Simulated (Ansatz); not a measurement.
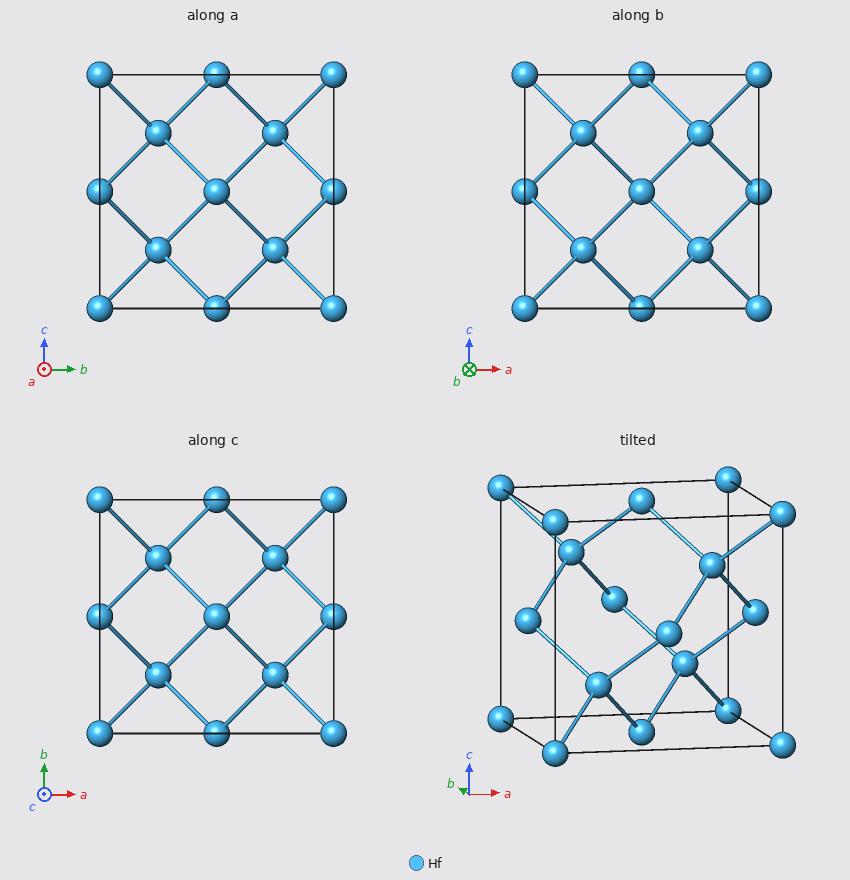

This ball-and-stick model is shown along the a axis, along the b axis, along the c axis and slightly off an axis. The lines enclose the conventional unit cell; boundary atoms appear with their images.

Lattice parameters: a = 6.546 Å, b = 6.546 Å, c = 6.546 Å, α = 90.00°, β = 90.00°, γ = 90.00°. Put a along x and b in the xy plane.

Express the structure as a POSCAR file.

```
Hf
1.0
     6.546    0.000    0.000
     0.000    6.546    0.000
     0.000    0.000    6.546
Hf
8
Direct
  0.0000 0.0000 0.0000
  0.2500 0.7500 0.7500
  0.0000 0.5000 0.5000
  0.2500 0.2500 0.2500
  0.5000 0.0000 0.5000
  0.7500 0.7500 0.2500
  0.5000 0.5000 0.0000
  0.7500 0.2500 0.7500
```

The structure was taken from a structure type filled with this element by a generator (whether the element takes this form wasn't checked). It is drawn as it came out of a relaxation with Ansatz, DFT PBE, scalar-relativistic, plane waves, PAW.
